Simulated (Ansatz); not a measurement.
System: Ca.

```
CELL_PARAMETERS angstrom
3.90636 0.00000 0.00000
-1.95318 3.38282 0.00000
0.00000 0.00000 6.41994
ATOMIC_POSITIONS crystal
Ca 0.66689 0.33311 0.75000
Ca 0.33377 0.66689 0.25000
```

Space group P6₃/mmc; a structure from a database of computed crystals, not necessarily the ambient phase.

All numbers below come from Ansatz, DFT HSE06, scalar-relativistic, plane waves, PAW.

> Predict the valence pseudo-density and electron localisation function between the atoms.

Ca–Ca (3.91 Å): ρ at the midpoint is about 0.05 e/Å³; the ELF is about 0.35 at the midpoint (no shared electron pair shows on this line).

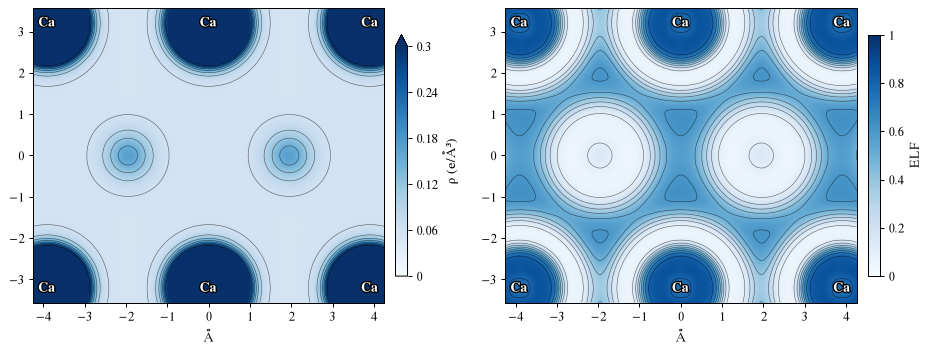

Computed valence pseudo-density and electron localisation function on the (100) plane of the conventional cell, in this order. 

In a PAW calculation such maps are meaningful between the atoms, not at the nuclei.
